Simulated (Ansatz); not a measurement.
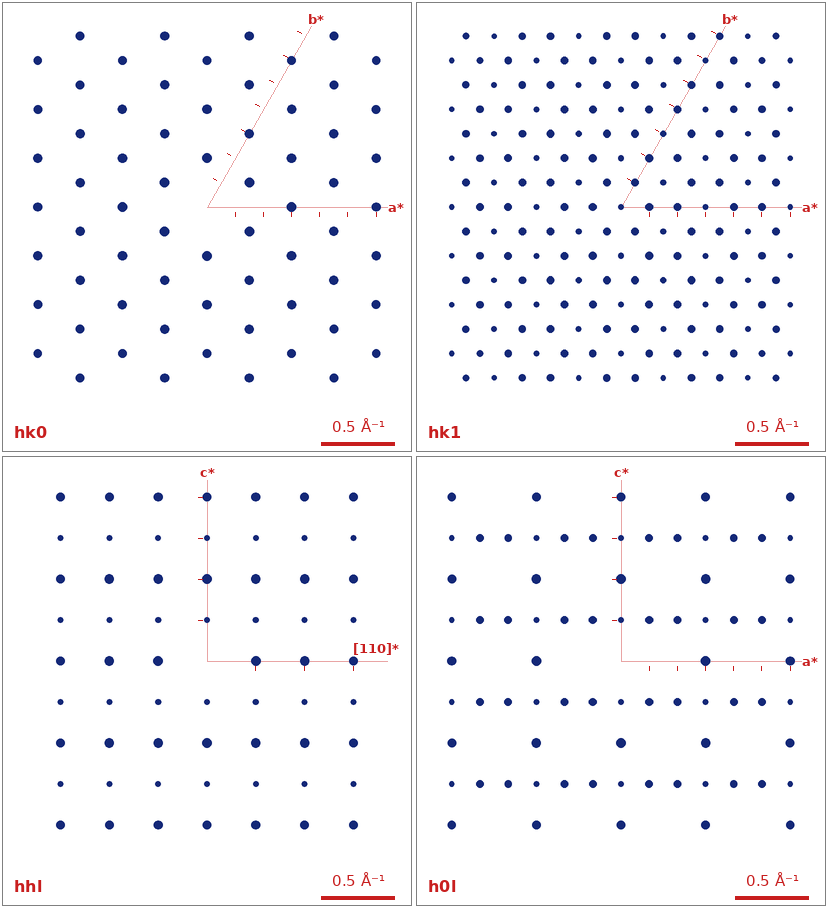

Four undistorted layers of reciprocal space, calculated for a single crystal (neutrons, kinematic |F|², B = 0.5 Å²). Tick marks count the reciprocal lattice steps of the conventional cell along each axis.

The compound is Yb. Structure: the geometry relaxed with DFT, PBE, plane waves (420 eV) with PAW, scalar-relativistic in Ansatz; the starting structure was generated, so it need not be a known form of this composition.

> What cell do the layers give?

a* = 0.196, b* = 0.196, c* = 0.285 Å⁻¹, γ* = 60°; the cell is hexagonal with a = 5.90 Å, c = 3.51 Å (hexagonal axes).

> List the systematic absences.

Reflections are present only under these conditions. hkl: no condition; hk0: no condition; h0l: no condition; hhl: no condition; 00l: no condition. The lattice is primitive (P). A few very weak reflections are below the display threshold.

> Which space groups fit?

The intensities have Laue symmetry 6/mmm (the hk0 layer shows 6mm, hk1 shows 6mm). With these conditions the candidates are P622 (No. 177), P6mm (No. 183), P-6m2 (No. 187), P-62m (No. 189), P6/mmm (No. 191). Diffraction geometry alone does not choose among them; the structure has P6/mmm.
